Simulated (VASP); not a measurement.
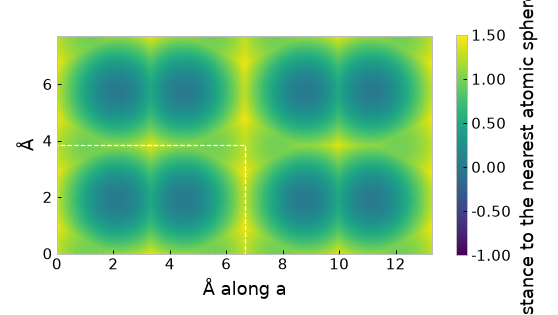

Map of the distance to the nearest atomic sphere in Si (I4/mmm), computed on the section y = 0.500 (parallel to a and c; the dashed line is one cell). The black line marks the spheres' surfaces; positive values are empty space; unlabelled circles belong to atoms above or below the section.

Hard-sphere model; touching radii (half the shortest distance): Si 1.17 Å.

Origin of the cell: a cell listed in the Materials Project, as set up for an electronic-structure calculation.

```yaml
crystal:
  lattice:
    - [6.65089, 0.00000, 0.00000]
    - [0.00000, 6.65089, 0.00000]
    - [0.00000, 0.00000, 3.84477]
  atoms:
    - { symbol: Si, position: [0.17880, 0.82120, 0.00000] }
    - { symbol: Si, position: [0.32120, 0.67880, 0.50000] }
    - { symbol: Si, position: [0.82120, 0.82120, 0.00000] }
    - { symbol: Si, position: [0.67880, 0.67880, 0.50000] }
    - { symbol: Si, position: [0.67880, 0.32120, 0.50000] }
    - { symbol: Si, position: [0.82120, 0.17880, 0.00000] }
    - { symbol: Si, position: [0.32120, 0.32120, 0.50000] }
    - { symbol: Si, position: [0.17880, 0.17880, 0.00000] }
```

### Where is the largest hole in this section, and how large is it?

At 0.000, 0.500, 0.750 (fractional), where the distance reaches 1.46 Å; it is enclosed by 8 Si. It is the largest hole of the crystal.

### How much of the crystal lies outside the spheres?

About 68 % of the cell's volume, and 100 % of this section's area.

### What can pass through?

The largest sphere that fits anywhere has a diameter of 2.91 Å; the largest that can travel through the crystal, about 2.5 Å.
